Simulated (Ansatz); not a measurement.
Field-gradient calculation, with input and output: ZnS (part 2 of 2)

The same run, continued: ZnS (P3m1, 28 atoms in the cell); DFT, r2SCAN, plane-wave PAW, default files, scalar-relativistic, no spin polarisation (Ansatz 0.2.0); cutoff 500 eV, 8×8×1 k-mesh, Fermi–Dirac smearing of 0.02 eV. The structure derives from a Materials Project entry. It belongs to a series of runs on one base structure; here: functional r2SCAN.

Output, continued
```
            electrostatic potential = -1632.649729 V   contact ρ = 19734.952261 e/Å³
  atom  26  S  V_zz =    +0.023796   η = 0.0000   by run symmetry: allowed   C_q = -0.0399 MHz
            electrostatic potential = -1632.641960 V   contact ρ = 19734.946449 e/Å³
  atom  27  S  V_zz =    +0.232802   η = 0.0000   by run symmetry: allowed   C_q = -0.3907 MHz
            electrostatic potential = -1632.657546 V   contact ρ = 19734.955119 e/Å³
  atom  28  S  V_zz =    +0.083619   η = 0.0000   by run symmetry: allowed   C_q = -0.1403 MHz
            electrostatic potential = -1632.647743 V   contact ρ = 19734.938342 e/Å³
--- Band table (eV; the first three rows and the last of 10) ---
  k-point 0: bands = ["-8.1286", "-8.0909", "-8.0841", "-7.9714", "-7.9699", "-7.7939", "-7.7917", "-7.5822", "-7.5801", "-7.3769", "-7.3729", "-7.2248", "-7.2192", "-7.1648", "-0.9280", "-0.9184", "-0.9177", "-0.9165", "-0.9165", "-0.9128", "-0.9096", "-0.9096", "-0.9087", "-0.9024", "-0.9024", "-0.8941", "-0.8941", "-0.8925", "-0.8907", "-0.8813", "-0.8813", "-0.8637", "-0.8637", "-0.8616", "-0.8616", "-0.8418", "-0.8418", "-0.8394", "-0.8394", "-0.8307", "-0.8298", "-0.8222", "-0.8222", "-0.8170", "-0.8170", "-0.8065", "-0.8065", "-0.8021", "-0.8021", "-0.7957", "-0.7957", "-0.6947", "-0.6890", "-0.4459", "-0.4443", "-0.4006", "-0.4006", "-0.3870", "-0.3870", "-0.3857", "-0.3857", "-0.3823", "-0.3823", "-0.3815", "-0.3815", "-0.3730", "-0.3730", "-0.3702", "-0.3702", "-0.3671", "-0.3671", "-0.3623", "-0.3623", "-0.3493", "-0.3493", "-0.3443", "-0.3443", "-0.3393", "-0.3393", "-0.3360", "-0.3360", "-0.3274", "-0.3274", "-0.1695", "0.1568", "0.6065", "0.6070", "1.3476", "1.3555", "2.2458", "2.2471", "3.2364", "3.2374", "4.2436", "4.2576", "4.7025", "4.7025", "4.7402", "4.7402", "4.7472", "4.7472", "4.8562", "4.8562", "4.8612", "4.8612", "5.0300", "5.0300", "5.0312", "5.0312", "5.1449", "5.1565", "5.2303", "5.2303", "5.2316", "5.2316", "5.4192", "5.4192", "5.4252", "5.4252", "5.5596", "5.5596", "5.5637", "5.5637", "5.5776", "5.6134", "5.6134", "8.3451", "8.6857", "8.7119", "9.2582", "9.2976", "9.3487", "9.3716", "9.3948", "9.4498", "9.5179", "9.6515", "9.6590", "9.6647", "9.6739", "12.3459", "12.3883", "12.4095", "12.4095", "12.4343", "12.4651", "12.4651", "12.4689", "12.4954", "12.4954", "12.5603", "12.6096", "12.6096", "12.6644"]
  k-point 1: bands = ["-8.0204", "-7.9842", "-7.9773", "-7.8694", "-7.8680", "-7.6997", "-7.6975", "-7.4983", "-7.4962", "-7.3042", "-7.3002", "-7.1613", "-7.1557", "-7.1049", "-0.9356", "-0.9291", "-0.9260", "-0.9218", "-0.9159", "-0.9040", "-0.9018", "-0.8940", "-0.8936", "-0.8871", "-0.8835", "-0.8798", "-0.8797", "-0.8705", "-0.8653", "-0.8608", "-0.8576", "-0.8574", "-0.8539", "-0.8381", "-0.8360", "-0.8335", "-0.8321", "-0.8176", "-0.8145", "-0.8137", "-0.8113", "-0.8038", "-0.7969", "-0.7920", "-0.7916", "-0.7864", "-0.7854", "-0.7830", "-0.7748", "-0.7700", "-0.7634", "-0.6788", "-0.6720", "-0.4816", "-0.4773", "-0.4123", "-0.4039", "-0.4014", "-0.3995", "-0.3971", "-0.3945", "-0.3913", "-0.3894", "-0.3845", "-0.3834", "-0.3820", "-0.3711", "-0.3698", "-0.3694", "-0.3682", "-0.3609", "-0.3577", "-0.3561", "-0.3538", "-0.3446", "-0.3394", "-0.3347", "-0.3342", "-0.3309", "-0.3267", "-0.3229", "-0.2843", "-0.2803", "-0.1321", "0.3199", "0.7139", "0.7147", "1.4163", "1.4231", "2.2517", "2.2530", "3.1267", "3.1278", "3.8878", "3.9247", "3.9590", "3.9990", "4.0091", "4.1618", "4.1693", "4.3828", "4.3901", "4.4514", "4.4941", "4.5005", "4.5052", "4.5217", "4.6260", "4.6275", "4.6953", "4.7334", "4.7699", "4.8199", "4.8213", "4.9724", "5.0185", "5.0462", "5.0476", "5.2613", "5.2656", "5.2786", "5.2925", "5.4195", "5.4241", "5.4443", "5.4806", "9.0978", "9.3188", "9.3420", "9.8033", "9.8800", "9.9709", "10.0542", "10.0738", "10.1207", "10.1881", "10.2708", "10.2810", "10.3417", "10.3468", "11.7499", "11.7744", "11.7894", "11.8044", "11.9709", "12.0769", "12.1151", "12.2692", "12.3510", "12.5523", "12.6528", "12.6995", "12.7042", "12.7342"]
  k-point 2: bands = ["-7.7301", "-7.6990", "-7.6921", "-7.5993", "-7.5985", "-7.4549", "-7.4528", "-7.2860", "-7.2839", "-7.1265", "-7.1226", "-7.0114", "-7.0058", "-6.9657", "-0.9485", "-0.9420", "-0.9347", "-0.9295", "-0.9077", "-0.8874", "-0.8797", "-0.8595", "-0.8580", "-0.8454", "-0.8444", "-0.8370", "-0.8293", "-0.8286", "-0.8236", "-0.8166", "-0.8163", "-0.8090", "-0.8046", "-0.8023", "-0.7958", "-0.7905", "-0.7875", "-0.7785", "-0.7764", "-0.7456", "-0.7440", "-0.7436", "-0.7358", "-0.7329", "-0.7168", "-0.7111", "-0.7108", "-0.7072", "-0.6950", "-0.6891", "-0.6818", "-0.6257", "-0.6116", "-0.4927", "-0.4891", "-0.4301", "-0.4258", "-0.4141", "-0.4098", "-0.3982", "-0.3958", "-0.3905", "-0.3900", "-0.3865", "-0.3786", "-0.3773", "-0.3660", "-0.3641", "-0.3637", "-0.3626", "-0.3495", "-0.3472", "-0.3427", "-0.3388", "-0.3339", "-0.3291", "-0.3218", "-0.3186", "-0.3113", "-0.2993", "-0.2856", "-0.1969", "-0.1909", "-0.0835", "0.6960", "0.9569", "0.9591", "1.4510", "1.4622", "1.9439", "1.9470", "2.3459", "2.3538", "2.6326", "2.7523", "2.7629", "2.8353", "2.8624", "3.1141", "3.1249", "3.1950", "3.2322", "3.3463", "3.6342", "3.6443", "3.9313", "3.9820", "3.9882", "4.1261", "4.1301", "4.1363", "4.1387", "4.3651", "4.3669", "4.5660", "4.6332", "4.6347", "4.6489", "4.8910", "4.8933", "4.9275", "4.9683", "5.0790", "5.0801", "5.0851", "5.1537", "9.7492", "9.8249", "9.9371", "9.9989", "10.1095", "10.1892", "10.3247", "10.3256", "10.3758", "10.4981", "10.5898", "10.6401", "10.7635", "10.8031", "11.1360", "11.2092", "11.2617", "11.3332", "12.0229", "12.0313", "12.1355", "12.2208", "12.2321", "12.3169", "12.6945", "12.8553", "12.9479", "13.0732"]
  k-point 9: bands = ["-7.0131", "-7.0039", "-6.9989", "-6.9817", "-6.9791", "-6.9510", "-6.9496", "-6.9193", "-6.9174", "-6.8917", "-6.8897", "-6.8744", "-6.8698", "-6.8633", "-0.8522", "-0.8354", "-0.8289", "-0.8187", "-0.8070", "-0.8024", "-0.7984", "-0.7887", "-0.7821", "-0.7543", "-0.7497", "-0.7426", "-0.7318", "-0.7221", "-0.7194", "-0.7143", "-0.7128", "-0.7075", "-0.6951", "-0.6824", "-0.6768", "-0.6666", "-0.6538", "-0.6431", "-0.6271", "-0.6149", "-0.6082", "-0.5786", "-0.5171", "-0.5116", "-0.5090", "-0.5020", "-0.5002", "-0.4893", "-0.4839", "-0.4697", "-0.4666", "-0.4538", "-0.4321", "-0.4266", "-0.4258", "-0.4219", "-0.3954", "-0.3932", "-0.3903", "-0.3890", "-0.3860", "-0.3797", "-0.3690", "-0.3654", "-0.3614", "-0.3598", "-0.3524", "-0.3488", "-0.3443", "-0.3378", "-0.1766", "-0.1622", "-0.1580", "-0.1525", "-0.1305", "-0.1144", "-0.0993", "-0.0927", "-0.0840", "-0.0625", "-0.0498", "-0.0463", "-0.0377", "-0.0310", "0.6758", "0.6833", "0.7299", "0.7432", "0.8280", "0.9063", "0.9318", "0.9470", "0.9607", "0.9962", "1.0027", "1.1154", "1.1549", "1.2707", "2.0207", "2.2282", "2.2711", "2.2722", "2.3899", "2.5769", "2.6260", "2.6487", "2.7349", "2.9062", "3.0247", "3.0717", "3.1754", "3.2196", "3.3477", "3.3672", "3.4664", "3.5199", "3.6671", "3.7889", "3.8856", "3.9052", "4.0111", "4.0463", "4.0664", "4.1255", "4.2049", "4.2365", "10.2379", "10.3290", "10.4361", "10.4463", "10.4919", "10.7458", "10.7935", "10.8108", "10.9122", "11.0072", "11.1291", "11.3159", "11.4443", "11.6341", "11.7438", "11.8826", "11.9625", "11.9981", "12.0207", "12.0469", "12.1522", "12.1704", "12.2014", "12.5269", "12.6745", "12.6951", "12.7360", "12.9745"]
--- Löwdin populations: 28 sites ---
  site symbol       q [e]
     0     Zn     10.6920
     1     Zn     10.6920
     2     Zn     10.6923
     3     Zn     10.6919
     4     Zn     10.6919
     5     Zn     10.6920
     6     Zn     10.6901
     7     Zn     10.6903
     8     Zn     10.6900
     9     Zn     10.6898
    10     Zn     10.6920
    11     Zn     10.6922
    12     Zn     10.6904
    13     Zn     10.6895
    14      S      7.1194
    15      S      7.1196
    16      S      7.1203
    17      S      7.1166
    18      S      7.1213
    19      S      7.1168
    20      S      7.1201
    21      S      7.1196
    22      S      7.1194
    23      S      7.1219
    24      S      7.1168
    25      S      7.1167
    26      S      7.1202
    27      S      7.1195
  spilling = 0.010537 (of n_electrons = 252.000000)
```

File populations.tsv
```
# site	symbol	l	j	q
# orbitals = lowdin
# n_electrons = 252.000000
# spilling = 0.010537
0	Zn	0_4S	-	0.714868
0	Zn	2_3D	-	9.977118
1	Zn	0_4S	-	0.715181
1	Zn	2_3D	-	9.976868
2	Zn	0_4S	-	0.715099
2	Zn	2_3D	-	9.977205
3	Zn	0_4S	-	0.714809
3	Zn	2_3D	-	9.977118
4	Zn	0_4S	-	0.715084
4	Zn	2_3D	-	9.976833
5	Zn	0_4S	-	0.715143
5	Zn	2_3D	-	9.976871
6	Zn	0_4S	-	0.713303
6	Zn	2_3D	-	9.976844
7	Zn	0_4S	-	0.713453
7	Zn	2_3D	-	9.976883
8	Zn	0_4S	-	0.713153
8	Zn	2_3D	-	9.976805
9	Zn	0_4S	-	0.712671
9	Zn	2_3D	-	9.977084
10	Zn	0_4S	-	0.715155
10	Zn	2_3D	-	9.976873
11	Zn	0_4S	-	0.715034
11	Zn	2_3D	-	9.977159
12	Zn	0_4S	-	0.713458
12	Zn	2_3D	-	9.976899
13	Zn	0_4S	-	0.712486
13	Zn	2_3D	-	9.977036
14	S	0_3S	-	1.847938
14	S	1_3P	-	5.271447
15	S	0_3S	-	1.848015
15	S	1_3P	-	5.271634
16	S	0_3S	-	1.848042
16	S	1_3P	-	5.272238
17	S	0_3S	-	1.847508
17	S	1_3P	-	5.269133
18	S	0_3S	-	1.847755
18	S	1_3P	-	5.273535
19	S	0_3S	-	1.847649
19	S	1_3P	-	5.269131
20	S	0_3S	-	1.847908
20	S	1_3P	-	5.272224
21	S	0_3S	-	1.848078
21	S	1_3P	-	5.271493
22	S	0_3S	-	1.848146
22	S	1_3P	-	5.271291
23	S	0_3S	-	1.848017
23	S	1_3P	-	5.273933
24	S	0_3S	-	1.847716
24	S	1_3P	-	5.269092
25	S	0_3S	-	1.847584
25	S	1_3P	-	5.269101
26	S	0_3S	-	1.848241
26	S	1_3P	-	5.271974
27	S	0_3S	-	1.847922
27	S	1_3P	-	5.271531
```

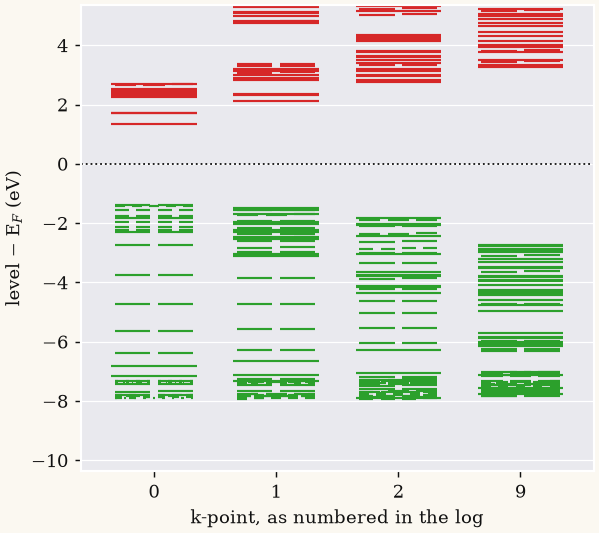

**Figure 1.** Kohn–Sham levels near the Fermi level (dotted) at the few k-points that the log prints; levels within 0.02 eV of each other stand side by side. Among these points the highest filled and lowest empty levels are 2.73 eV apart, which is the gap on the mesh.
